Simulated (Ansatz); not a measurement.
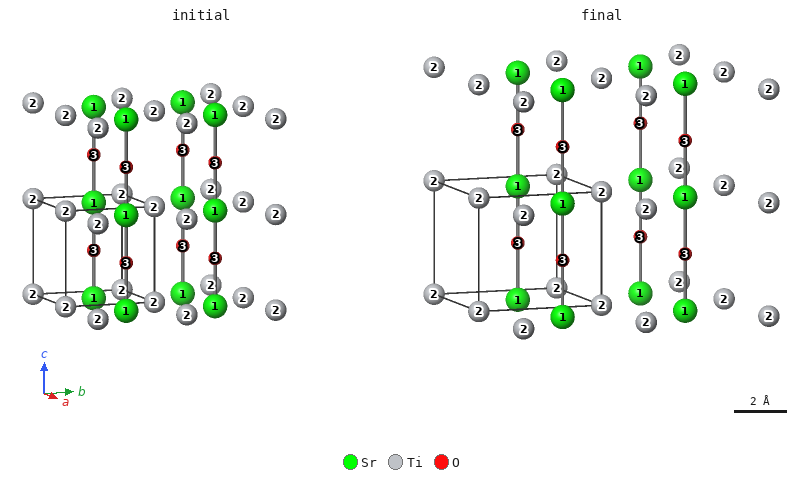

The structure of crystalline SrTiO (a generated structure, set up in P4/mmm) (coarse preliminary run) before (left) and after (right) a relaxation, at one scale.

The picture is a ball-and-stick view of the cell of the calculation, repeated 2 × 2 × 2 with one cell outlined, seen slightly off an axis.

Computed with DFT PBE, scalar-relativistic, plane waves, PAW (Ansatz). Settings: plane-wave cutoff 420 eV; k-point mesh 6 × 6 × 6; occupations gaussian; smearing width 0.1 eV; collinear spin; cell and atoms relaxed; force threshold 0.04 eV/Å; at most 70 steps.

Summarise the run.

No atom moves by more than 0.005 Å relative to the cell. The drawn cell changes as follows: a = b 3.663 → 5.053 Å (+37.9 %), c 3.739 → 4.435 Å (+18.6 %); the volume changes by +125.7 %. Near-neighbour distances that change, for instance: Sr1–Ti2 2.590 → 3.573 Å, Sr1–O3 1.869 → 2.218 Å. The space group stays P4/mmm (No. 123). After 12 accepted moves (15 points after the start) the energy has fallen by 4.638 eV per cell of the calculation. All forces vanish by symmetry, so only the cell relaxes. The pressure goes from 49.75 to 0.07 GPa. At 3 points the geometry stayed and the basis and grid were re-selected for the new cell (energy shift of 0.510 eV per cell of the calculation at most each time). The run took 2.6 min on 1 thread of Arm Neoverse V2, with other jobs on the host, peak memory 0.45 GiB.
